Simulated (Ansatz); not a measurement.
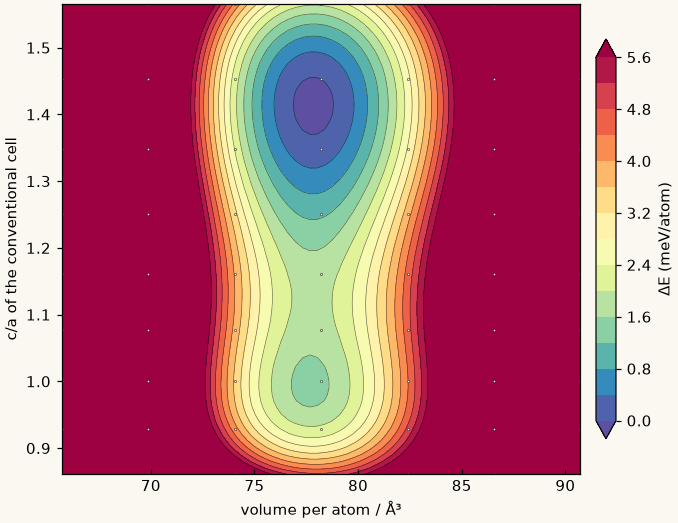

Rb (Im-3m, No. 229; 1 atom in the cell). 
- The energy is mapped over volume and the cell's shape.
- First axis: volume per atom. Second axis: c/a of the conventional cell.
- Nothing is relaxed (symmetry fixes all fractional coordinates).
- The grid has 7 × 9 points.
- Points are written as (first, second).
- Energies: meV/atom, counted from the lowest grid point.
- These are results of Ansatz 0.2.0, DFT LDA, scalar-relativistic, plane waves, PAW, not measurements. Settings: cutoff 420 eV, k-mesh 14×14×14, gaussian smearing 0.15 eV, no spin polarisation.

In the figure: filled contours, dots at the grid points, one colour for all values above the top of the scale. Between grid points the surface is interpolated.

> Where is the minimum, and how stiff is the well along each coordinate?

The interpolated minimum is at volume per atom ≈ 77.9 Å³, c/a of the conventional cell ≈ 1.415. The curvatures there are about 0.00029 eV/(Å³)² and 0.15 eV, with a cross term of about 0 eV/Å³ (per cell of 1 atoms). Round the minimum the two coordinates are nearly uncoupled.
